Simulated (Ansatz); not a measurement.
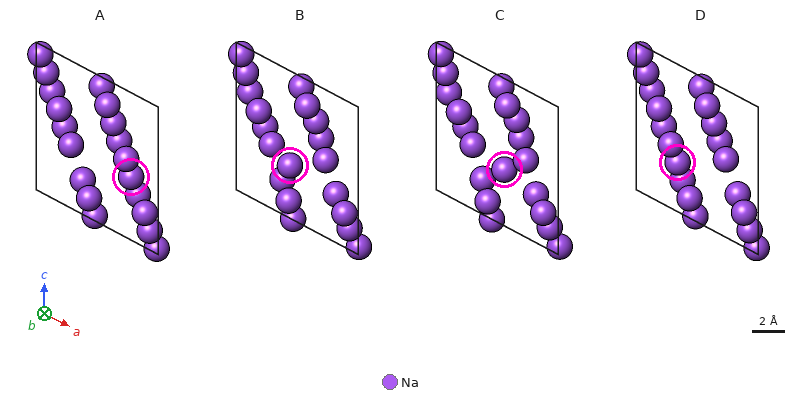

4 geometries from a converged minimum-energy path of a defect cell of composition Na with a Na vacancy (19 atoms in the cell), shuffled. A spheres-only model of the reduced simulation cell (origin moved), seen along the b axis. The moving atom is ringed, with any periodic copies. Lengths and directions refer to the drawn axes.

Computed with DFT PBEsol, scalar-relativistic, plane waves, PAW in Ansatz. Settings: plane-wave cutoff 420 eV; k-point mesh 4 × 4 × 4; Gaussian smearing 0.1 eV; 3 movable images; climbing image from the first iteration; force threshold 0.05 eV/Å; iteration limit 60.

> Which frame is the top of the path?

C. In order along the path, whose images run from 0 to 4: D (image 0, 0.000 eV), B (image 1, +0.061 eV), C (image 2, +0.128 eV), A (image 4, 0.000 eV). It is a vacancy jump: a nearby atom moves into the empty site and leaves its own site empty. A Na atom travels furthest, 3.62 Å from end to end, roughly along [3 1 1], on a straight line. At the highest image its nearest neighbour (Na) is 3.43 Å away, against 3.66 Å at the start, and the surrounding atoms stand up to 0.30 Å off the mean of their end positions.

The run took 14 min on 4 threads of Intel(R) Xeon(R) Platinum 8259CL CPU @ 2.50GHz (Skylake/Cascade Lake), with other jobs on the host, peak memory 6.8 GiB.
